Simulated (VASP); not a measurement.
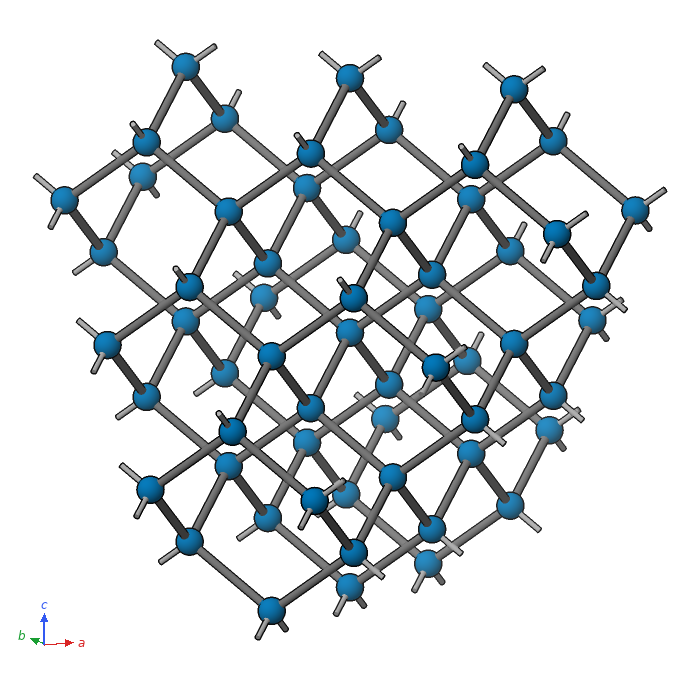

The picture shows a finite piece of the underlying net of a crystal structure, nodes on the atoms' positions. Nodes are coloured by topological kind. Short stubs are edges that leave the cut-out.

Question: What net is this?

Answer: A uninodal 4-connected, three-periodic net. It is the dia net, known from diamond, zinc blende and cristobalite.

Question: Give point symbol and coordination sequence.

Answer: 6^6, sequence 4, 12, 24, 42, 64, 92.

The net was derived as follows. System ZnSe (space group F-43m, No. 216); source of the atomic positions: the end point of a relaxation with VASP Kohn-Sham DFT of a periodic cell, PBE0, VASP PAW PBE potentials, recommended (VASP). Bonds are taken as Se–Zn below 2.8 Å. The graph is simplified in the usual way: terminal and isolated atoms are pruned, two-connected atoms become edges. Se and Zn are 4-connected nodes.
